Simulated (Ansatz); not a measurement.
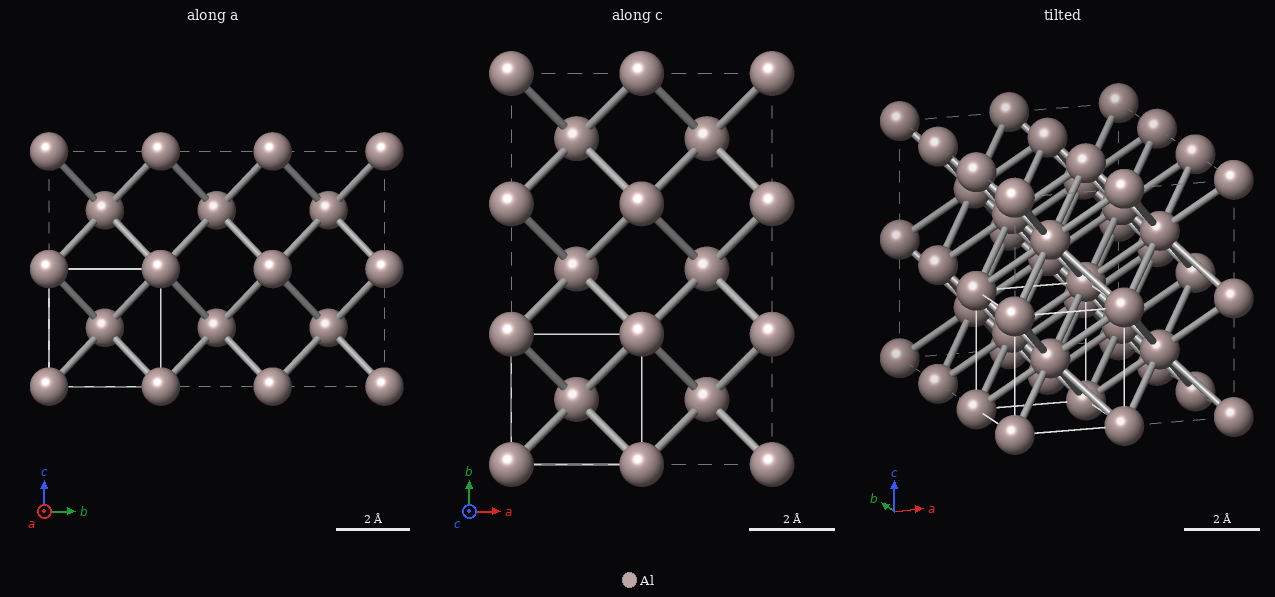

We look at a ball-and-stick model of the crystal along the a axis, along the c axis and slightly off an axis. The picture spans 2×3×2 cells, one conventional unit cell being drawn with solid lines. Cell: a = 3.103 Å, b = 3.103 Å, c = 3.262 Å, α = 90.00°, β = 90.00°, γ = 90.00°.

- The element is aluminium.
- The symmetry is that of I4/mmm (No. 139), on a body-centred tetragonal lattice.
- The cell holds two atoms.
- Al bonds to eight Al in a cubic arrangement at about 2.7 Å.
- The bonds build a three-dimensional framework.

Starting structure: a structure listed in the Materials Project. The cell was then strained or its atoms displaced on purpose. Ansatz was used for an electronic-structure calculation on it.
